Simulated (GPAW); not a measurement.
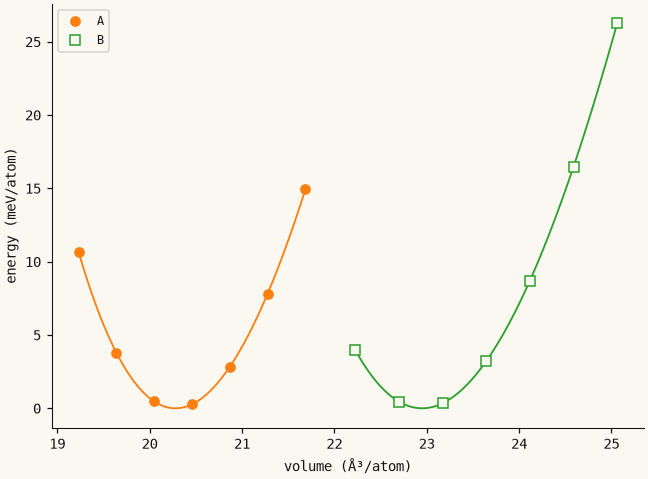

The figure compares two calculations of the energy against volume, each curve from its own zero. The first is for AgBr, space group Fm-3m (No. 225).

The cell holds 2 atoms.

Method: PAW DFT in plane waves, on a grid or in atomic orbitals, no spin polarisation; energies at scaled volumes of the given cell, shape and fractions fixed, counted from the fit's minimum, third-order Birch-Murnaghan fit (GPAW 26.7.0). Level: PBEsol.

k mesh 8×8×8; occupations Fermi–Dirac; smearing width 0.05 eV; potentials PAW data sets made by gpaw setup for the functional; wave cutoff 600 eV; program settings basis pw.

In the second, Br is replaced by Cl on all its sites, which gives AgCl in the same structure.

> Which of A and B is the second calculation, and what did the change do?

A. The equilibrium volume falls from 22.95 to 20.28 Å³/atom (−12 %) and the bulk modulus rises from 52.2 to 56.4 GPa (+8.0 %).

V0 and the bulk modulus come from third-order Birch–Murnaghan fits.
